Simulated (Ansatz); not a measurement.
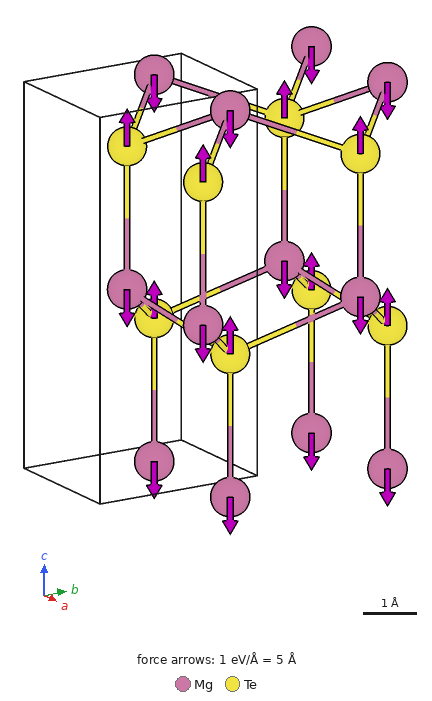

A changed version of solid MgTe (set up in P6_3mc), with the computed forces as purple arrows. Besides, the cell is strained by 0.0 % along c and −1.0 % across it (volume −2.0 %). A ball-and-stick model of the cell of the calculation, repeated 2 × 2 × 1 with one cell outlined, seen slightly off an axis.

All numbers below come from DFT, PBE, all-electron LAPW, scalar-relativistic in Ansatz 0.2.0. Set-up: plane-wave cutoff 230.5 eV; k-point mesh 9 × 9 × 5; occupations fermi dirac; smearing width 0.03 eV; no spin polarisation.

### How do the forces relate to the distortion?

The atoms keep their fractional coordinates. No relaxation follows. It costs 7.3 meV per atom. The pressure goes from 1.7 to 2.5 GPa. The principal stresses (compression positive) are 2.8 GPa along c and 2.3 GPa across it. The largest forces, 0.15 eV/Å, act on Mg and Te. The gap on the k-mesh: 2.54 eV before, 2.61 eV after. Near-neighbour distances before and after: Mg–Te 2.792 → 2.767 Å. The space group stays P6_3mc (No. 186).
